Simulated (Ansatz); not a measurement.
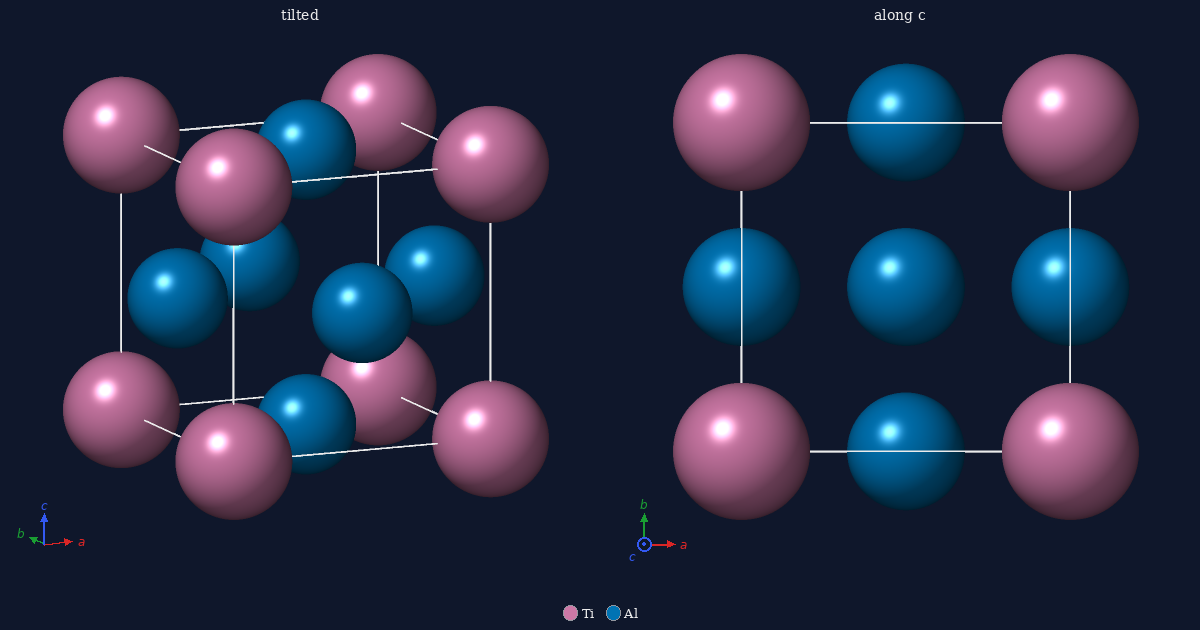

An orthographic spheres-only view of the structure, slightly off an axis and along the c axis. The edges of the conventional unit cell are marked. Cell: a = 3.98 Å, b = 3.98 Å, c = 3.98 Å, α = 90.00°, β = 90.00°, γ = 90.00°.

Its origin is a structure listed in the Materials Project. Earlier steps of the study may have refined or changed the cell and positions. A calculation with Ansatz used it as input.

**Caption:**

Chemical formula TiAl$_{3}$. It belongs to space group Pm-3m (No. 221) and has a primitive cubic lattice. This arrangement goes by the name Cu₃Au (L1₂) type. It has 4 atoms to the cell (1 Ti, 3 Al). Ti is coordinated by twelve Al in a cuboctahedral arrangement at about 2.8 Å. Al bonds to eight Al and four Ti in a cuboctahedral arrangement (about 2.8 Å to Al, 2.8 Å to Ti).

Results below were computed with DFT PBE, scalar-relativistic, plane waves, PAW (Ansatz 0.2.0); the settings were plane waves up to 420 eV, Brillouin-zone sampling on a 10×10×10 mesh, Gaussian smearing of 0.1 eV, no spin polarisation.

**What does the calculation say: metal or gapped?**

A metal: bands cross the Fermi level.

**Predict the Bader charges.**

Ti +0.79 e; Al -0.26 e.

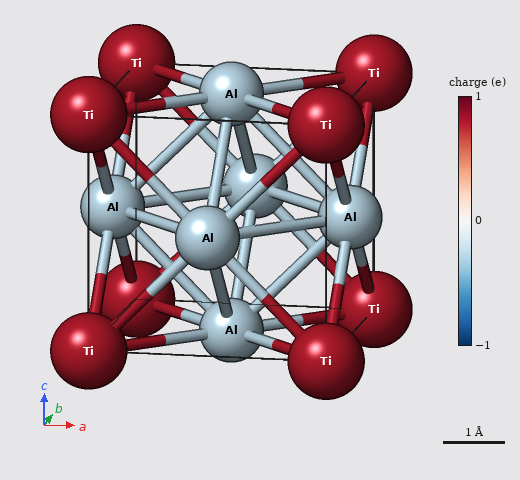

The atoms coloured by those charges. The run's cell of 4 atoms is drawn.

**Does the calculation find this structure at rest?**

Yes. All forces vanish to within 0.01 eV/Å. The pressure is 0.0 GPa, close to zero.
